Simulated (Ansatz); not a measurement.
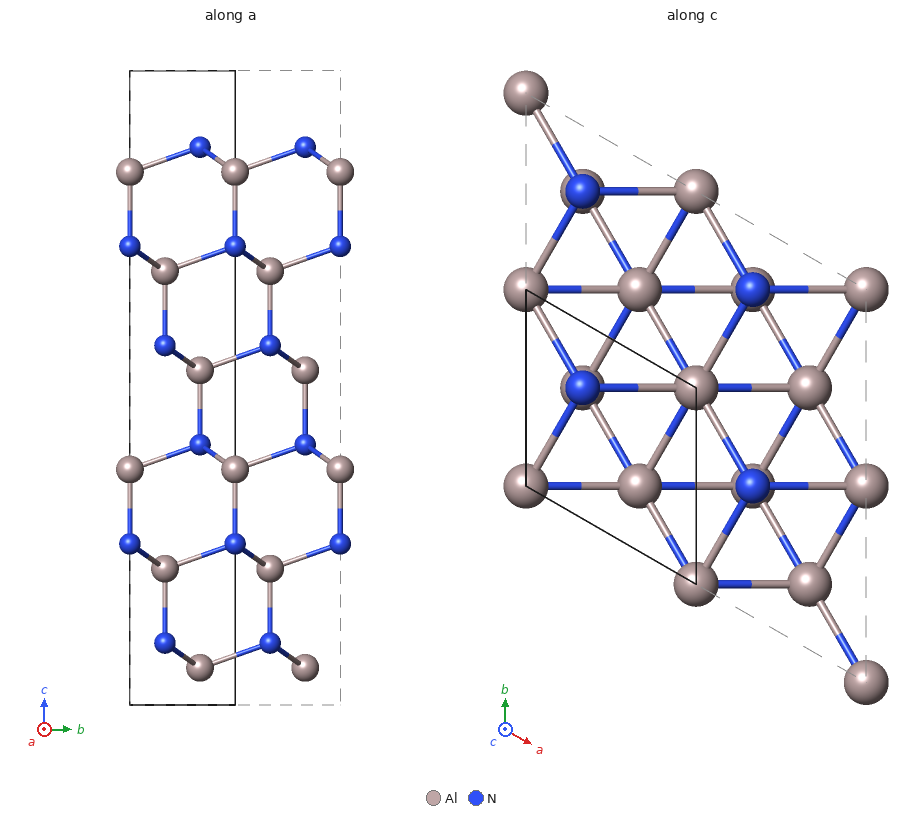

Ball-and-stick drawing of the structure, looking along the a axis and along the c axis. The structure is repeated 2×2×1 times; solid lines mark one conventional unit cell.

AlN, space group P3m1 (No. 156), a = 3.09 Å, b = 3.09 Å, c = 16.13 Å, α = 90.00°, β = 90.00°, γ = 120.00°.

Setup: DFT r2SCAN, scalar-relativistic, plane waves, PAW in Ansatz 0.2.0; a 500 eV plane-wave basis, k-points about 0.29 Å⁻¹ apart, Gaussian smearing of 0.05 eV, no spin polarisation.

> What is the band gap, if any?

A semiconductor at this level, with a gap of 1.10 eV on the k-mesh (the true edges may lie between mesh points, so the gap can be somewhat smaller).

> What pressure does the calculation give for this cell?

The computed pressure is -2.8 GPa (stretched: it would shrink).

Starting structure: a structure listed in the Materials Project. The cell was then strained or its atoms displaced on purpose. A calculation with Ansatz used it as input.

At this level of theory the run's own cell isn't at rest (forces up to 2.3 eV/Å), so its distances can differ from those at equilibrium, the more so the softer the solid.
